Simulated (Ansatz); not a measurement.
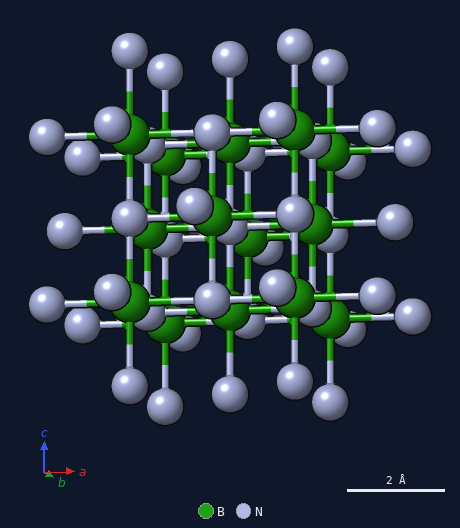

The starting point is crystalline BN (built on the rocksalt type) at its r2SCAN-relaxed geometry. A ball-and-stick model of the conventional cell (4 times the calculation's cell), seen from a free direction. Lengths and directions refer to the drawn axes.

Theory: Ansatz 0.2.0, DFT, r2SCAN, plane waves, PAW. (plane-wave cutoff 500 eV; k-point mesh 12 × 12 × 12; occupations fixed; no spin polarisation)

Now this is done to it. All lengths are scaled by −4.0 % (volume −11.5 %). The atoms were relaxed with r2SCAN under that strain, and this is a single point on that geometry.

Q: What is the effect?

A: Among the bonded contacts that change: B–N 1.746 → 1.676 Å. The space group stays Fm-3m (No. 225). It costs 107 meV per atom. The pressure goes from 0.0 to 61.5 GPa. All forces vanish by symmetry.

The changed structure in the same view:

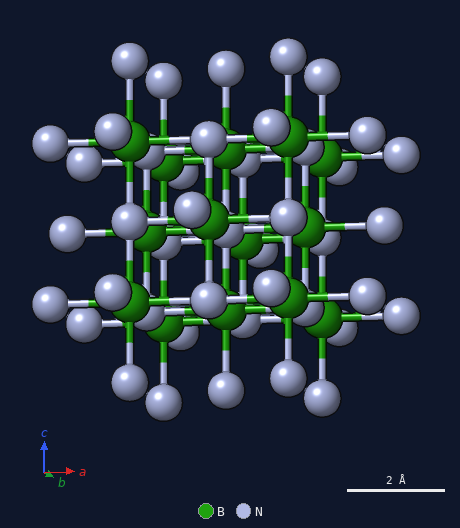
